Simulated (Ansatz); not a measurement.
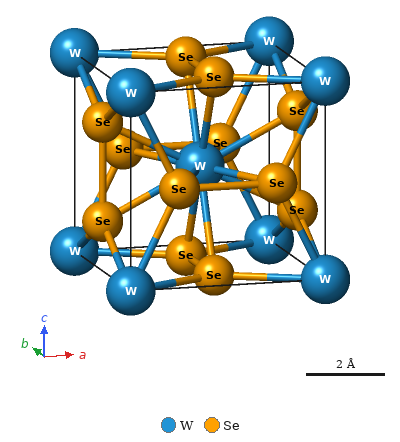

**Figure 1.** The structure as given in the input (ball-and-stick view of the cell of the calculation, seen slightly off an axis).

## Run report: WSe$_{3}$, single-point calculation

WSe$_{3}$ (Pm-3n, 8 atoms in the cell), computed with DFT, PBEsol, plane waves, PAW, no spin polarisation (Ansatz 0.2.0).

The structure was made by swapping elements on the sites of another compound; it need not be a known phase.

### Input file
```yaml
crystal:
  lattice:
    - [5.2495243917, 0.0, 0.0]
    - [0.0, 5.2495243917, 0.0]
    - [0.0, 0.0, 5.2495243917]
  atoms:
    - { symbol: W, position: [0.0, 0.0, 0.0] }
    - { symbol: W, position: [0.5, 0.5, 0.5] }
    - { symbol: Se, position: [0.0, 0.5, 0.25] }
    - { symbol: Se, position: [0.0, 0.5, 0.75] }
    - { symbol: Se, position: [0.25, 0.0, 0.5] }
    - { symbol: Se, position: [0.75, 0.0, 0.5] }
    - { symbol: Se, position: [0.5, 0.75, 0.0] }
    - { symbol: Se, position: [0.5, 0.25, 0.0] }
  symmetry: { detect: false }
kpoints:
  mp_grid: { grid: [3, 3, 3] }
hamiltonian:
  xc: pbesol
scf:
  occupations: { method: gaussian, width: 0.1 }
output:
  forces: true
  eigenvalues: true
  stress: true
```

Launched with:
```bash
ansatz run input.yaml --threads 1 --pin off --max-ram 2560MiB --backend cpu --events-out ev --progress --plain --runs-dir out
```

### What the program printed
```
Engine: ansatz 0.2.0, aarch64-unknown-linux-gnu
Pseudopotentials: kind: paw
Pseudopotential: W, paw, valence charge 14, recommended cutoff 420 eV (normal), W.paw.azcp
Pseudopotential: Se, paw, valence charge 16, recommended cutoff 420 eV (normal), Se.paw.azcp
Functional definition: PBEsol
  exchange = pbesol_x
  correlation = pbesol_c
Crystal: 8 atoms, lattice volume = 144.664 Å³
Basis set: ecut = 420 eV, 2801 PW (Γ), exchange–correlation on 72×72×72 points (8 copies of the dense FFT grid, shifted against one another)
Bands: 75, of which v1, the nominal top of the filled ones, is band 62 counted from 1 (61 counted from 0)
Symmetry: 1 space group operations
k-points: 14 of 27 (time reversal used)
Non-local potential: W, projectors of the file, l = 0: 3, l = 1: 2, l = 2: 2, l = 3: 1
Non-local potential: Se, projectors of the file, l = 0: 2, l = 1: 2, l = 2: 3, l = 3: 1
PAW form: soft (Blöchl's): semilocal exchange-correlation on the pseudo side does not see the compensation charge
PAW frozen core: W, regenerated for the run's functional, and the local potential with it (the file was generated under x = pbe(κ = 0.804, μ = 0.2195149727645171), c = pbe(β = 0.06672455060314922))
PAW frozen core: Se, regenerated for the run's functional, and the local potential with it (the file was generated under x = pbe(κ = 0.804, μ = 0.2195149727645171), c = pbe(β = 0.06672455060314922))
PAW one-centre angular grid: W, 590 points (default); XC on 64 Gauss nodes
PAW one-centre angular grid: Se, 590 points (default); XC on 64 Gauss nodes
Initial density: superposition of atomic densities (neutral atoms: chi_scale 0, normalization atom), corrected by the library's trained network
Initial wavefunctions: pseudopotential atomic-orbital guess
Functional: x = pbesol(κ = 0.804, μ = 0.12345679012345678), c = pbesol(β = 0.046)
SCF iter   1: F=—  HF=-53053.465293 eV  |F-HF|=—  |Δ(HF+E_count)|=         —  Δρ=7.04e-3  dr2=1.34e-1  ethr=1.77e-3  ⟨swp⟩=5.5  Hψ=3789  notcnv=0
preconditioner: auto → Resta (q_TF=auto, 2.659 Å⁻¹)  ε∞=7.4  [insulator: Δε(μ)=0.143 eV  Ē_g=8.457 eV  σ=0.100 eV  W_gap=0.63  n_scr=32 (ndim 8)  ℏωp=21.4 eV  f_vac=0.000  D(μ)=5.54/eV (n_scr^D=32)  ε∞_Penn≈7.4]
SCF iter   2: F=—  HF=-53053.453518 eV  |F-HF|=—  |Δ(HF+E_count)|=   1.18e-2  Δρ=3.84e-3  dr2=3.82e-2  ethr=1.08e-4  ⟨swp⟩=1.0  Hψ=1218  notcnv=0
SCF iter   3: F=—  HF=-53053.449724 eV  |F-HF|=—  |Δ(HF+E_count)|=   3.79e-3  Δρ=3.10e-4  dr2=6.95e-5  ethr=3.08e-5  ⟨swp⟩=2.0  Hψ=1061  notcnv=0
automatic band count: iteration 3 solves 74 bands in place of 75: the levels show a gap, and the empty bands left out lie too high to hold charge; the band table lists the bands solved (type scf.n_extra_bands for more)
SCF iter   4: F=—  HF=-53053.449635 eV  |F-HF|=—  |Δ(HF+E_count)|=   8.86e-5  Δρ=6.10e-5  dr2=3.26e-6  ethr=5.61e-8  ⟨swp⟩=2.0  Hψ=1860  notcnv=0
SCF iter   5: F=—  HF=-53053.449636 eV  |F-HF|=—  |Δ(HF+E_count)|=   1.03e-6  Δρ=3.27e-5  dr2=2.25e-6  ethr=2.63e-9  ⟨swp⟩=3.0  Hψ=2061  notcnv=0
SCF iter   6: F=—  HF=-53053.449632 eV  |F-HF|=—  |Δ(HF+E_count)|=   4.08e-6  Δρ=9.89e-6  dr2=1.85e-7  ethr=1.81e-9  ⟨swp⟩=2.0  Hψ=1849  notcnv=0
SCF iter   7: F=-53053.449632 eV  HF=-53053.449632 eV  |F-HF|=5.57e-9  |Δ(HF+E_count)|=   1.13e-7  Δρ=1.74e-6  dr2=4.55e-9  ethr=8.06e-11  ⟨swp⟩=6.9  Hψ=4224  notcnv=0
SCF 1 converged in 7 iterations: F = -53053.449632 eV  dr2 = 4.55e-9
  greatest PAW one-centre occupation: 1.000 electrons in one spin orbital (limit 2), on the Se atom at site 5 (counted from 0), in its partial waves of l = 2
```

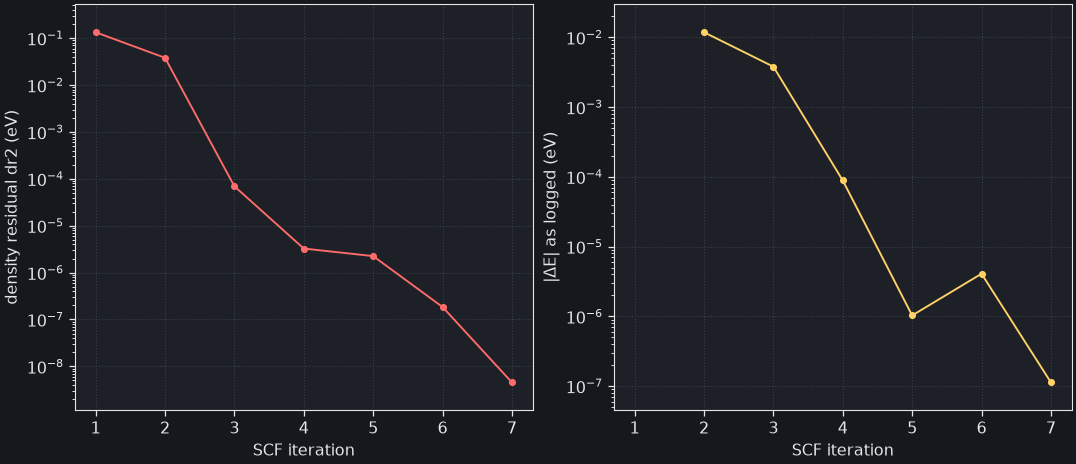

**Figure 2.** Convergence of the self-consistent field: density residual dr2 and size of the energy change against the SCF iteration. The residual falls at every step.

```
SCF converged after 7 iterations
Free energy (F): -53053.449632 eV
Harris-Foulkes:  -53053.449632 eV  (|F-HF|=5.57e-9)
Internal energy: -53053.422084 eV  (E = F + TS)
E sigma→0 (E₀):  -53053.435858 eV
Entropy (-TS):   -0.027548 eV (-3.444 meV/atom)
Fermi energy:    15.409905 eV
--- Per-component energies (eV) ---
  E_band       = -2102.688325
  E_kinetic    = 1606.999249
  E_local      = -13208.549162  (includes V_loc(G=0)·N_el)
  E_nonlocal   = -3537.364918
  E_hartree    = 6528.756574
  E_xc         = -1148.759839
  E_vxc        = -1063.752302  (∫ρ·V_xc dr)
  E_paw        = -28083.927021  (= ΣΔE_a)
  E_vpaw       = 1042.473191  (= ΣTr[D̂ρ^β])
  E_aug_tail   = -0.003788  (compensation charges beyond the density's cutoff)
  E_ewald      = -15217.067465
  E_core_change = 6.494287  (= ΣΔE_core)
  E_smearing   = -0.027548  (= −TS)
  E_closure    = -0.000000  (closes the sum)
  Σ components = -53053.449632   (vs F -53053.449632, Δ=0.00e0)
--- Forces (eV/Å), atoms counted from 1 ---
  atom   1  W      0.00000051     0.00000016     0.00000026
  atom   2  W     -0.00000045    -0.00000032    -0.00000035
  atom   3  Se     0.00000024    -0.00000017     0.00000051
  atom   4  Se     0.00000039    -0.00000017    -0.00000049
  atom   5  Se     0.00000054     0.00000018    -0.00000014
  atom   6  Se    -0.00000054     0.00000017    -0.00000027
  atom   7  Se    -0.00000043     0.00000080     0.00000018
  atom   8  Se    -0.00000026    -0.00000080     0.00000021
  max |Σ_I F_I| component: 1.55e-7 eV/Å
--- Stress (GPa, compression-positive) ---
       -3.196414      -0.000001      -0.000000
       -0.000001      -3.196431       0.000000
       -0.000000       0.000000      -3.196444
  P = ⅓ Tr σ = -3.1964 GPa (-31.964 kbar)
--- Band table (eV; the first three rows and the last of 14) ---
  k-point 0: bands = ["-59.6339", "-59.6338", "-33.5530", "-33.5520", "-33.5519", "-33.5077", "-33.5077", "-33.5076", "-33.5033", "-33.5033", "-33.5032", "-33.4953", "-33.4953", "-33.4952", "-33.4894", "-33.4894", "-33.4893", "-33.4889", "-33.4889", "-33.4888", "-33.4285", "-33.4261", "-33.4261", "-33.4257", "-33.4256", "-33.4255", "-33.4248", "-33.4243", "-33.4242", "-33.4241", "-33.4220", "-33.4220", "-23.8033", "-23.8033", "-23.8033", "-23.7992", "-23.7992", "-23.7992", "-1.7567", "0.5807", "0.5807", "3.0322", "3.0323", "3.0323", "7.6884", "7.6884", "8.1760", "8.9479", "8.9479", "8.9479", "10.3874", "10.3874", "10.3874", "12.6385", "12.6385", "12.6385", "12.9460", "12.9460", "12.9460", "15.2545", "15.2545", "15.9780", "15.9780", "16.3246", "16.7934", "17.5313", "17.5313", "17.5313", "17.9680", "17.9680", "17.9680", "18.9605", "18.9605", "18.9605"]
  k-point 1: bands = ["-59.6338", "-59.6338", "-33.5525", "-33.5522", "-33.5380", "-33.5098", "-33.5063", "-33.5063", "-33.5062", "-33.5043", "-33.5007", "-33.5006", "-33.4954", "-33.4953", "-33.4930", "-33.4930", "-33.4893", "-33.4891", "-33.4891", "-33.4890", "-33.4276", "-33.4263", "-33.4262", "-33.4260", "-33.4260", "-33.4259", "-33.4248", "-33.4244", "-33.4236", "-33.4236", "-33.4223", "-33.4222", "-23.8030", "-23.8023", "-23.8023", "-23.8010", "-23.8002", "-23.8002", "-1.2674", "-0.1024", "1.0213", "2.1355", "3.0262", "3.0262", "7.3392", "7.7704", "8.3726", "8.3726", "9.8643", "10.6701", "10.8219", "10.8747", "11.2937", "11.2937", "11.9063", "12.7547", "12.7547", "13.6008", "13.6008", "14.4260", "15.3041", "15.7282", "15.7282", "15.7339", "15.8554", "16.3964", "16.6006", "17.1578", "17.1578", "17.5660", "17.8132", "18.3034", "19.1142", "19.1142"]
  k-point 2: bands = ["-59.6338", "-59.6338", "-33.5525", "-33.5521", "-33.5381", "-33.5098", "-33.5063", "-33.5062", "-33.5062", "-33.5043", "-33.5007", "-33.5007", "-33.4954", "-33.4953", "-33.4931", "-33.4931", "-33.4893", "-33.4891", "-33.4890", "-33.4890", "-33.4276", "-33.4263", "-33.4262", "-33.4261", "-33.4260", "-33.4259", "-33.4249", "-33.4245", "-33.4236", "-33.4235", "-33.4223", "-33.4222", "-23.8030", "-23.8023", "-23.8023", "-23.8010", "-23.8002", "-23.8002", "-1.2674", "-0.1024", "1.0213", "2.1355", "3.0262", "3.0262", "7.3392", "7.7704", "8.3726", "8.3726", "9.8643", "10.6701", "10.8219", "10.8747", "11.2937", "11.2937", "11.9063", "12.7547", "12.7547", "13.6008", "13.6008", "14.4260", "15.3041", "15.7282", "15.7282", "15.7339", "15.8554", "16.3964", "16.6006", "17.1578", "17.1578", "17.5660", "17.8132", "18.3034", "19.1142", "19.1142"]
  k-point 13: bands = ["-59.6338", "-59.6338", "-33.5384", "-33.5380", "-33.5379", "-33.5098", "-33.5097", "-33.5095", "-33.5024", "-33.5024", "-33.5017", "-33.5009", "-33.5008", "-33.5000", "-33.4938", "-33.4938", "-33.4930", "-33.4930", "-33.4927", "-33.4924", "-33.4267", "-33.4267", "-33.4264", "-33.4264", "-33.4252", "-33.4252", "-33.4248", "-33.4247", "-33.4246", "-33.4229", "-33.4227", "-33.4227", "-23.8039", "-23.8033", "-23.8033", "-23.8006", "-23.8006", "-23.8000", "-0.3615", "0.5215", "0.5215", "1.7723", "1.7723", "1.9724", "8.1185", "8.2142", "9.4246", "9.4246", "10.2472", "10.4071", "10.4071", "11.2489", "11.5065", "11.5065", "12.3316", "12.3316", "12.9452", "13.9768", "13.9768", "14.2703", "14.6862", "14.6862", "15.2324", "15.2324", "15.8211", "16.6293", "16.6361", "16.6361", "17.1940", "17.1940", "17.3454", "17.3454", "17.6779", "19.3973"]
```

### Key numbers

```tsv
quantity	value
outcome	converged
space group (tolerance 0.01 Å)	Pm-3n (223)
electrons treated	124
free energy	−53053.4496 eV
Fermi energy	15.410 eV
gap on the k-point mesh	none (metallic)
pressure	−3.20 GPa
largest force (length of the vector)	under 0.001 eV/Å
hardware	1 thread of Arm Neoverse V2, 128 GiB of memory available, shared host
wall time	16 s
peak memory	0.4 GiB
```

### Remarks

Settings chosen away from the usual ones: crystal.symmetry set to {"detect": false}; kpoints.mp_grid.grid set to [3, 3, 3] (from [8, 8, 8]); hamiltonian.xc set to pbesol (from r2scan); basis.ecutwfc removed. These settings are looser than, or depart from, a standard set-up, so the numbers are not reference values for this system. Spin–orbit coupling is left out, which matters for W.
